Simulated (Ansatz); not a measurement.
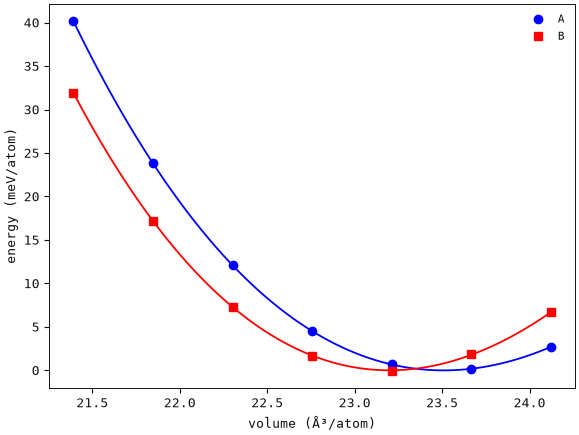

The figure compares two calculations of the energy against volume, each curve from its own zero. The first is for ZnSe, space group F-43m (No. 216).

The cell holds 2 atoms.

Method: plane-wave DFT, no spin polarisation; energies at scaled volumes of the given cell, shape and fractions fixed, counted from the fit's minimum, third-order Birch-Murnaghan fit (Ansatz 0.2.0). Level: BPBE.

```json
{"setting": "k mesh", "value": "8×8×8"}
{"setting": "occupations", "value": "Fermi–Dirac"}
{"setting": "smearing width", "value": "0.05 eV"}
{"setting": "potentials", "value": "Ansatz PAW"}
{"setting": "wave cutoff", "value": "420 eV"}
{"setting": "density cutoff", "value": "1680 eV"}
```

In the second, the level changes from BPBE to PBE0. The second calculation uses k mesh 4×4×4.

> Which of A and B is the second calculation, and what did the change do?

B. The equilibrium volume falls from 23.51 to 23.20 Å³/atom (−1.3 %) and the bulk modulus rises from 56.8 to 62.6 GPa (+10 %).

For BPBE, limits of the calculation: the functional was run on potentials made for another functional.

For PBE0, limits of the calculation: coarse k mesh.

V0 and the bulk modulus come from third-order Birch–Murnaghan fits.
